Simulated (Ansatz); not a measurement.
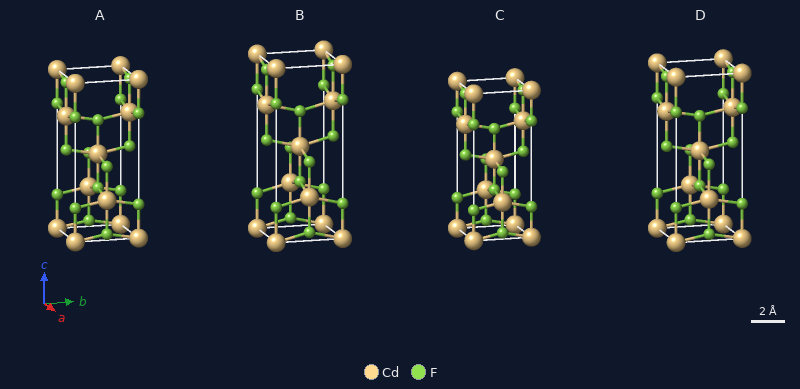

4 geometries from one relaxation of a crystal of CdF2 (built on the anatase type), in shuffled order. The picture is a ball-and-stick view of the conventional cell (2 times the calculation's cell), seen slightly off an axis. Lengths and directions refer to the drawn axes.

These are results of DFT, PBEsol, plane waves, PAW in Ansatz, not measurements. Settings: plane-wave cutoff 420 eV; k-point mesh 8 × 8 × 8; occupations fermi dirac; smearing width 0.03 eV; no spin polarisation; cell and atoms relaxed; force threshold 0.01 eV/Å; at most 120 steps.

Put them in the order of the run, from the start to the converged end.

Answer. C, A, D, B. They are steps 0, 2, 8, 18, at +1248 meV per atom, +216 meV per atom, +20.9 meV per atom relative to the last. Over 14 accepted moves (18 points after the start) the energy falls by 1248 meV per atom. The largest force component goes from 2.4 to 0.0012 eV/Å. Pressure: 100.04 GPa at the start and 0.00 GPa at the end. At 4 points the geometry stayed and the basis and grid were re-selected for the new cell (energy shift of 119 meV per atom at most each time). The largest moves relative to the cell, 0.064 Å, are those of F atoms. Cd stays in place. The volume changes by +57.3 %, with a = b 3.745 → 4.314 Å (+15.2 %), c 9.399 → 11.140 Å (+18.5 %). Some distances before and after: Cd–F 1.913 → 2.221 Å, Cd–F 1.955 → 2.253 Å. Bond angles that change, for instance: Cd–F–Cd 156.2° → 152.3°, F–Cd–F 156.2° → 152.3°. The space group stays I4_1/amd (No. 141). The run took 50 s on 2 threads of AMD EPYC 7R13 Processor (Zen 3) (shared host), peak memory 0.7 GiB.
